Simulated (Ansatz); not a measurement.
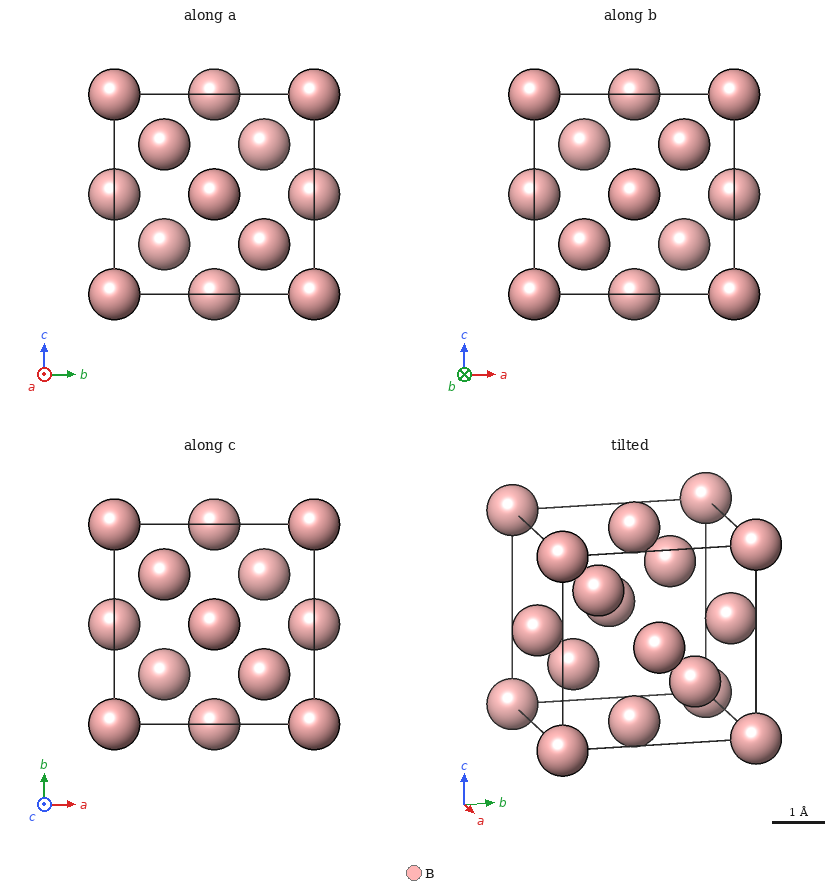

The crystal in a spheres-only representation, seen along the a axis, along the b axis, along the c axis and slightly off an axis. Thin lines show the conventional unit cell, with boundary atoms drawn in all their periodic places.

Lattice parameters: a = 3.907 Å, b = 3.907 Å, c = 3.907 Å, α = 90.00°, β = 90.00°, γ = 90.00°. Put a along x and b in the xy plane.

### Transcribe the picture into a POSCAR file.

```
B
1.0
     3.907    0.000    0.000
     0.000    3.907    0.000
     0.000    0.000    3.907
B
8
Direct
  0.7500 0.7500 0.2500
  0.0000 0.5000 0.5000
  0.7500 0.2500 0.7500
  0.0000 0.0000 0.0000
  0.2500 0.7500 0.7500
  0.5000 0.5000 0.0000
  0.2500 0.2500 0.2500
  0.5000 0.0000 0.5000
```

The initial geometry was a structure type filled with this element by a generator (whether the element takes this form wasn't checked). Earlier steps of the study may have refined or changed the cell and positions. It was run through Ansatz as a DFT input.

At this level of theory the cell isn't at rest (compressed, at 27 GPa), so its distances can differ from those at equilibrium, the more so the softer the solid.
